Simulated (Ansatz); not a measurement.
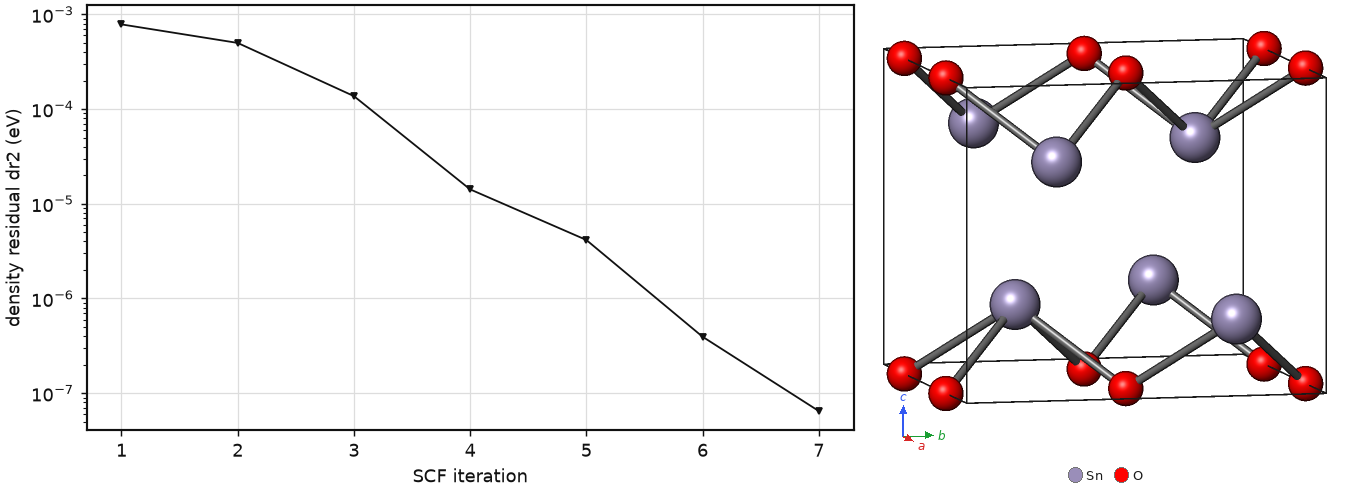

Beside the plot: the structure in its conventional cell.

The plot shows the SCF iterations of a calculation: density residual dr2. The starting density is a sum of atomic densities corrected by a trained network, so the first residual is already small.

SnO (4 atoms in the cell), run with Ansatz.

```
crystal:
  lattice:
    - [3.837096323, 0.0863346673, 0.0]
    - [0.0863346673, 3.837096323, 0.0]
    - [0.0, 0.0, 4.7621286275]
  atoms:
    - { symbol: Sn, position: [0.0, 0.5, 0.2432422108] }
    - { symbol: Sn, position: [0.5, 0.0, 0.7567577892] }
    - { symbol: O, position: [0.0, 0.0, 0.0] }
    - { symbol: O, position: [0.5, 0.5, 0.0] }
basis:
  ecutwfc: 420
kpoints:
  mp_grid: { grid: [12, 11, 11] }
hamiltonian:
  xc: pbe
  dispersion: d3bj
scf:
  occupations: { method: gaussian, width: 0.15 }
  max_iter: 50
output:
  forces: true
  eigenvalues: true
  stress: true
```

Run as:
```bash
ansatz run input.yaml --threads 1 --pin off --max-ram 2560MiB --backend cpu --events-out ev --progress --plain --runs-dir out
```

> How did this run end?

It converged, after 7 iterations. The residual falls at every step.

> What is the residual at the start and at the end?

It starts near 8 × 10⁻⁴ and ends near 6 × 10⁻⁸ eV.

> Is anything amiss with this input?

The input holds an odd setting (a mesh that breaks the symmetry), but it does no harm here: the energy lies within 1 meV per atom of a run with usual settings.
